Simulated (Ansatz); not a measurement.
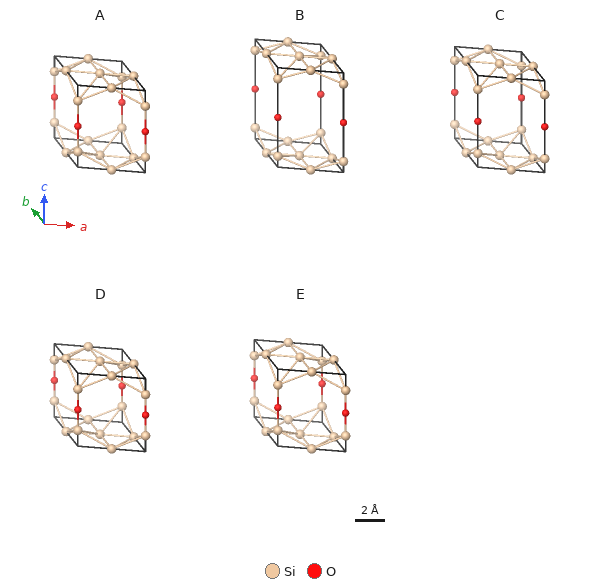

5 geometries from one relaxation of a crystal of Si$_{5}$O (a generated structure, set up in P6/mmm) (coarse preliminary run), in shuffled order. The picture is a ball-and-stick view of the cell of the calculation, seen from a free direction.

Level of theory: DFT PBE, scalar-relativistic, plane waves, PAW in Ansatz 0.2.0. Settings: plane-wave cutoff 420 eV; k-point mesh 6 × 6 × 2; occupations gaussian; smearing width 0.1 eV; collinear spin; cell and atoms relaxed; force threshold 0.04 eV/Å; at most 70 steps.

Q: Order the frames from highest to lowest energy.

A: B, C, A, E, D. They are steps 0, 2, 4, 5, 11, at +11.149 eV per cell of the calculation, +5.816 eV per cell of the calculation, +2.291 eV per cell of the calculation, +0.629 eV per cell of the calculation relative to the last. Over 10 accepted moves (11 points after the start) the energy falls by 11.149 eV per cell of the calculation. Largest force component: 19 eV/Å at the start, 0.00057 eV/Å at the end. Pressure: 14.77 GPa at the start and −0.03 GPa at the end. At 1 point the geometry stayed and the basis and grid were re-selected for the new cell (energy shift of 0.1 meV per cell of the calculation at most each time). The largest moves relative to the cell, 0.62 Å, are those of Si atoms. O stays in place. Cell: a = b 4.739 → 4.885 Å (+3.1 %), c 7.939 → 5.822 Å (−26.7 %). Volume −22.1 %. Some distances before and after: O–Si 3.090 → 1.647 Å, Si–Si 1.760 → 2.529 Å, Si–Si 2.527 → 2.750 Å, Si–Si 2.369 → 2.442 Å. New bonds form, among them: O–Si (3.09 → 1.65 Å). The space group stays P6/mmm (No. 191). The program noted that the starting moments weren't kept.

Limits of the set-up: the k-point mesh is coarse for a cell with partly filled bands; layers or molecules are held without a dispersion correction, so their spacing is unreliable.
